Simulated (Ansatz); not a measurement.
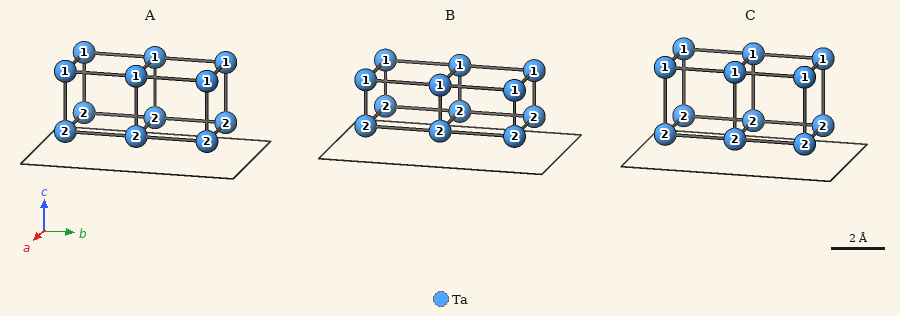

3 geometries from one relaxation of a free-standing layer of Ta (a generated structure, set up in P4/mmm) (coarse preliminary run), in shuffled order. A ball-and-stick model of the 2 × 3 repeat of the cell, outlined in the plane, without the vacuum, seen slightly off an axis.

All numbers below come from Ansatz 0.2.0, DFT PBE, scalar-relativistic, plane waves, PAW. (plane-wave cutoff 420 eV; k-point mesh 6 × 6 × 1; occupations gaussian; smearing width 0.1 eV; no spin polarisation; cell and atoms relaxed; force threshold 0.04 eV/Å; at most 70 steps)

> Put them in the order of the run, from the start to the converged end.

B, A, C. They are steps 0, 2, 6, at +7.852 eV per cell of the calculation, +0.426 eV per cell of the calculation relative to the last. After 5 accepted moves (6 points after the start) the energy has fallen by 7.852 eV per cell of the calculation. The largest force component goes from 31 to 0.02 eV/Å. At 1 point the geometry stayed and the basis and grid were re-selected for the new cell (energy shift of 0.7 meV per cell of the calculation at most each time). The largest moves relative to the cell and the layer's centre, 0.41 Å, are those of Ta1 and Ta2. Ta1 goes along the normal (+c). In the plane the drawn cell goes a 5.810 → 5.441 Å (−6.3 %), b 8.715 → 8.161 Å (−6.3 %). Near-neighbour distances that change, for instance: Ta1–Ta2 1.802 → 2.619 Å, Ta1–Ta1 2.905 → 2.720 Å. The program noted that it reset the height of the cell.
